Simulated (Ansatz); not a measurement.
# Ni: a changed input and its effect

System: Ni (1 atom in the cell).
Method of run 1: DFT, RPBE, plane waves (420 eV) with PAW, scalar-relativistic, no spin polarisation (Ansatz 0.2.0).

Text and figures count atoms from 1; the logs count them from 0 in places.

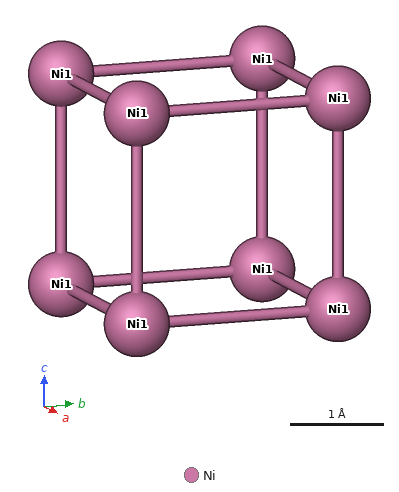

**Figure 1.** The structure (ball-and-stick view of the cell of the calculation, seen slightly off an axis; atoms are numbered from 1 in the order of the input).

The input, run 1:
```yaml
crystal:
  lattice:
    - [2.320110608, 0.0, 0.0]
    - [0.0, 2.320110608, 0.0]
    - [0.0, 0.0, 2.320110608]
  atoms:
    - { symbol: Ni, position: [0.0, 0.0, 0.0] }
hamiltonian:
  xc: rpbe
  pseudopotentials:
    kind: paw
    azcp:
      Ni: "pseudopotentials/Ni.paw.azcp"
basis:
  ecutwfc: 420
  fft_grid_basis: typed
kpoints:
  mp_grid: { grid: [22, 22, 22], shift: [0, 0, 0] }
magnetization:
  spin_polarized: false
scf:
  occupations: { method: fermi_dirac, width: 0.1 }
output:
  stress: true
```

Hardware: 2 threads of an Arm (aarch64) CPU, shared host.

Output, shortened to warnings, some set-up lines, iterations and results (run 1):
```
Basis set: ecut = 420 eV, 251 PW (Γ)
Symmetry: 48 space group operations
k-points: 364 of 10648
Initial density: superposition of atomic densities (neutral atoms: chi_scale 0, normalization atom), corrected by the library's trained network
[...]
SCF iter   1: F=—  HF=-5844.059602 eV  |F-HF|=—  |Δ(HF+E_count)|=         —  Δρ=7.67e-3  dr2=1.98e-3  ethr=1.77e-3  ⟨swp⟩=5.2  Hψ=24682  notcnv=0
SCF iter   2: F=—  HF=-5844.059350 eV  |F-HF|=—  |Δ(HF+E_count)|=   2.52e-4  Δρ=3.07e-3  dr2=2.86e-4  ethr=1.10e-5  ⟨swp⟩=2.5  Hψ=10757  notcnv=0
SCF iter   3: F=—  HF=-5844.059395 eV  |F-HF|=—  |Δ(HF+E_count)|=   4.50e-5  Δρ=9.12e-4  dr2=3.64e-5  ethr=1.59e-6  ⟨swp⟩=1.0  Hψ=4756  notcnv=0
SCF iter   4: F=—  HF=-5844.059398 eV  |F-HF|=—  |Δ(HF+E_count)|=   3.32e-6  Δρ=6.63e-5  dr2=2.72e-7  ethr=2.02e-7  ⟨swp⟩=1.5  Hψ=5276  notcnv=0
SCF iter   5: F=-5844.059398 eV  HF=-5844.059398 eV  |F-HF|=4.80e-8  |Δ(HF+E_count)|=   1.79e-7  Δρ=2.68e-5  dr2=4.69e-8  ethr=1.51e-9  ⟨swp⟩=2.3  Hψ=7387  notcnv=0
SCF iter   6: F=-5844.059398 eV  HF=-5844.059398 eV  |F-HF|=2.56e-10  |Δ(HF+E_count)|=   8.55e-9  Δρ=2.07e-6  dr2=2.76e-10  ethr=2.61e-10  ⟨swp⟩=3.1  Hψ=17547  notcnv=0
SCF 1 converged in 6 iterations: F = -5844.059398 eV  dr2 = 2.76e-10
SCF converged after 6 iterations
Free energy (F): -5844.059398 eV
Harris-Foulkes:  -5844.059398 eV  (|F-HF|=2.56e-10)
Internal energy: -5843.982318 eV  (E = F + TS)
E sigma→0 (E₀):  -5844.020858 eV
Entropy (-TS):   -0.077081 eV (-77.081 meV/atom)
Fermi energy:    15.294871 eV
--- Per-component energies (eV) ---
  E_band       = -330.370044
  E_kinetic    = 282.456746
  E_local      = -3768.395434  (includes V_loc(G=0)·N_el)
  E_nonlocal   = 639.185341
  E_hartree    = 1577.518173
  E_xc         = -83.872447
  E_vxc        = -107.939469  (∫ρ·V_xc dr)
  E_paw        = -1638.085630  (= ΣΔE_a)
  E_vpaw       = -530.715463  (= ΣTr[D̂ρ^β])
  E_aug_tail   = 0.000567  (compensation charges beyond the density's cutoff)
  E_ewald      = -2852.745289
  E_core_change = -0.044345  (= ΣΔE_core)
  E_smearing   = -0.077081  (= −TS)
  E_closure    = -0.000000  (closes the sum)
  Σ components = -5844.059398   (vs F -5844.059398, Δ=0.00e0)
--- Stress (GPa, compression-positive) ---
        5.777505       0.000000      -0.000000
        0.000000       5.777505       0.000000
        0.000000       0.000000       5.777505
  P = ⅓ Tr σ = 5.7775 GPa (57.775 kbar)
```

The input of run 2 differs as follows (lines with − go, lines with + come):
```diff
-    - [2.320110608, 0.0, 0.0]
-    - [0.0, 2.320110608, 0.0]
-    - [0.0, 0.0, 2.320110608]
+    - [2.2537850969, 0.0, 0.0]
+    - [0.0, 2.2537850969, 0.0]
+    - [0.0, 0.0, 2.2537850969]
```

What does this change do to the results?

With the same functional and potentials, run 2 lies 87.7 meV per atom higher. The pressure goes from 5.78 to 22.52 GPa. The volume per atom goes from 12.49 to 11.45 Å³. The cell is scaled evenly with the atoms at fixed fractional positions, so −ΔP/Δ ln V estimates the bulk modulus midway between the two volumes: about 190 GPa. The number of SCF iterations is the same.

Output, shortened to warnings, some set-up lines, iterations and results (run 2):
```
Basis set: ecut = 420 eV, 251 PW (Γ)
Symmetry: 48 space group operations
k-points: 364 of 10648
Initial density: superposition of atomic densities (neutral atoms: chi_scale 0, normalization atom), corrected by the library's trained network
[...]
SCF iter   1: F=—  HF=-5843.971853 eV  |F-HF|=—  |Δ(HF+E_count)|=         —  Δρ=6.25e-3  dr2=9.81e-4  ethr=1.77e-3  ⟨swp⟩=5.2  Hψ=25108  notcnv=0
SCF iter   2: F=—  HF=-5843.971723 eV  |F-HF|=—  |Δ(HF+E_count)|=   1.30e-4  Δρ=3.04e-3  dr2=4.00e-4  ethr=5.45e-6  ⟨swp⟩=2.5  Hψ=10898  notcnv=0
SCF iter   3: F=—  HF=-5843.971737 eV  |F-HF|=—  |Δ(HF+E_count)|=   1.41e-5  Δρ=9.51e-4  dr2=3.52e-5  ethr=2.22e-6  ⟨swp⟩=1.0  Hψ=4741  notcnv=0
SCF iter   4: F=—  HF=-5843.971742 eV  |F-HF|=—  |Δ(HF+E_count)|=   4.78e-6  Δρ=5.73e-5  dr2=1.64e-7  ethr=1.95e-7  ⟨swp⟩=1.6  Hψ=5045  notcnv=0
SCF iter   5: F=-5843.971742 eV  HF=-5843.971742 eV  |F-HF|=1.47e-8  |Δ(HF+E_count)|=   8.04e-8  Δρ=1.59e-5  dr2=1.43e-8  ethr=9.11e-10  ⟨swp⟩=2.3  Hψ=7886  notcnv=0
SCF iter   6: F=-5843.971742 eV  HF=-5843.971742 eV  |F-HF|=5.62e-10  |Δ(HF+E_count)|=   2.58e-9  Δρ=3.03e-6  dr2=5.65e-10  ethr=7.95e-11  ⟨swp⟩=2.6  Hψ=15918  notcnv=0
SCF 1 converged in 6 iterations: F = -5843.971742 eV  dr2 = 5.65e-10
SCF converged after 6 iterations
Free energy (F): -5843.971742 eV
Harris-Foulkes:  -5843.971742 eV  (|F-HF|=5.62e-10)
Internal energy: -5843.901694 eV  (E = F + TS)
E sigma→0 (E₀):  -5843.936718 eV
Entropy (-TS):   -0.070048 eV (-70.048 meV/atom)
Fermi energy:    17.133452 eV
--- Per-component energies (eV) ---
  E_band       = -300.859159
  E_kinetic    = 284.065572
  E_local      = -3630.546027  (includes V_loc(G=0)·N_el)
  E_nonlocal   = 638.715666
  E_hartree    = 1522.801259
  E_xc         = -84.642357
  E_vxc        = -109.008575  (∫ρ·V_xc dr)
  E_paw        = -1637.554694  (= ΣΔE_a)
  E_vpaw       = -529.690717  (= ΣTr[D̂ρ^β])
  E_aug_tail   = 0.000531  (compensation charges beyond the density's cutoff)
  E_ewald      = -2936.697299
  E_core_change = -0.044345  (= ΣΔE_core)
  E_smearing   = -0.070048  (= −TS)
  E_closure    = -0.000000  (closes the sum)
  Σ components = -5843.971742   (vs F -5843.971742, Δ=0.00e0)
--- Stress (GPa, compression-positive) ---
       22.520341      -0.000000       0.000000
       -0.000000      22.520341       0.000000
        0.000000       0.000000      22.520341
  P = ⅓ Tr σ = 22.5203 GPa (225.203 kbar)
```

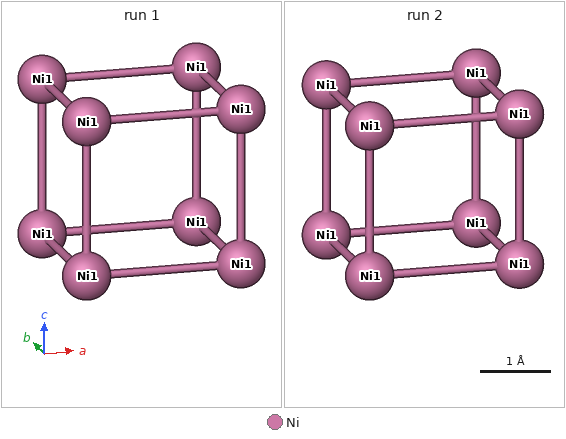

**Figure 2.** The two input geometries at one scale (ball-and-stick view of the cell of the calculation, seen slightly off an axis). The atoms keep their places relative to the cell (all moves are under 0.005 Å). The volume changes by −8.3 %, with a = b = c 2.320 → 2.254 Å (−2.9 %). Among the contacts that change: Ni1–Ni1 2.320 → 2.254 Å.

The two runs side by side:

| quantity | run 1 | run 2 |
| --- | --- | --- |
| outcome | converged | converged |
| free energy per atom (eV) | −5844.0594 | −5843.9717 |
| energy per atom, smearing taken to zero (eV) | −5844.0209 | −5843.9367 |
| pressure (GPa) | 5.78 | 22.52 |
| volume per atom (Å³) | 12.49 | 11.45 |
| SCF iterations | 6 | 6 |
| irreducible k-points | 364 | 364 |
| plane waves at Γ | 251 | 251 |
| wall time (shared host) | 2 s | 1.9 s |

For both runs: The run has no spin polarisation, so a magnetic state may lie lower. For run 1: The cell is under a pressure of 5.8 GPa at this level, so it is not at its equilibrium volume. For run 2: The cell is under a pressure of 23 GPa at this level, so it is not at its equilibrium volume.
